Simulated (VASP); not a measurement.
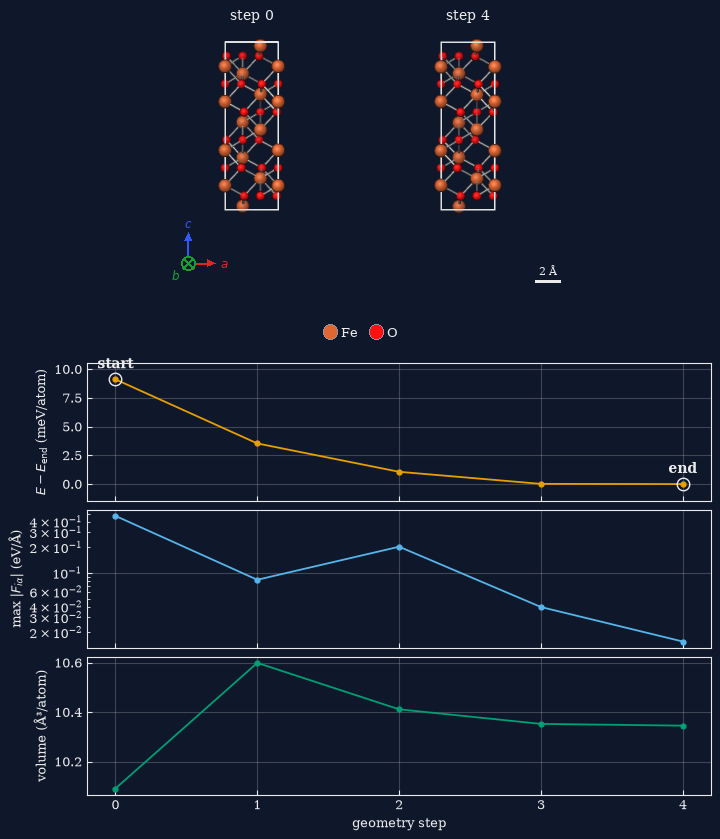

First and last geometry of a relaxation of a crystal of Fe2O3 (set up in R-3c), with the history of the run. Style: ball-and-stick. Shown: the conventional cell (3 times the calculation's cell), along the b axis. Lengths and directions refer to the drawn axes.

The run lets cell and atoms move.

Theory: Kohn-Sham DFT of a periodic cell, PBE, DFT+U, VASP PAW PBE potentials, recommended (VASP 6.6.1).

Input file:
```
PREC = Accurate
ENCUT = 600
EDIFF = 1E-6
ISMEAR = 0
SIGMA = 0.03
LREAL = False
LASPH = True
NELM = 150
ALGO = Normal
ISIF = 3
LWAVE = False
LCHARG = False
ISPIN = 2
MAGMOM = 5 5 -5 -5 0 0 0 0 0 0
LORBIT = 11
LMAXMIX = 4
LDAU = True
LDAUTYPE = 2
LDAUL = 2 -1
LDAUU = 4 0
LDAUJ = 0 0
LDAUPRINT = 1
GGA = PE
IBRION = 2
NSW = 90
EDIFFG = -0.01
AMIX = 0.2
BMIX = 1E-4
AMIX_MAG = 0.8
BMIX_MAG = 1E-4
KPAR = 4
```

Run as
```bash
cat potpaw_PBE.64/Fe/POTCAR potpaw_PBE.64/O/POTCAR > POTCAR
mpirun -np 4 vasp_std > vasp.out
```

Q: Read the history and describe the run.

A: The run was cut off at its time limit before the relaxation converged, so the last structure is only a point on the way. The largest moves relative to the cell, 0.026 Å, are those of Fe atoms. Largest moves by element: Fe 0.026 Å, O 0.014 Å. Cell: a = b 5.038 → 5.104 Å (+1.3 %), c 13.772 → 13.754 Å (−0.1 %). Volume +2.5 %. Some distances before and after: Fe–O 1.946 → 1.985 Å, Fe–O 2.116 → 2.101 Å. The space group stays R-3c (No. 167). The energy falls by 9.1 meV per atom in 4 geometry steps. The largest force component goes from 0.47 to 0.016 eV/Å. Pressure: 5.45 GPa at the start and −0.56 GPa at the end. It ran on 4 threads of Intel(R) Xeon(R) Platinum 8488C (Sapphire Rapids), with other jobs on the host.
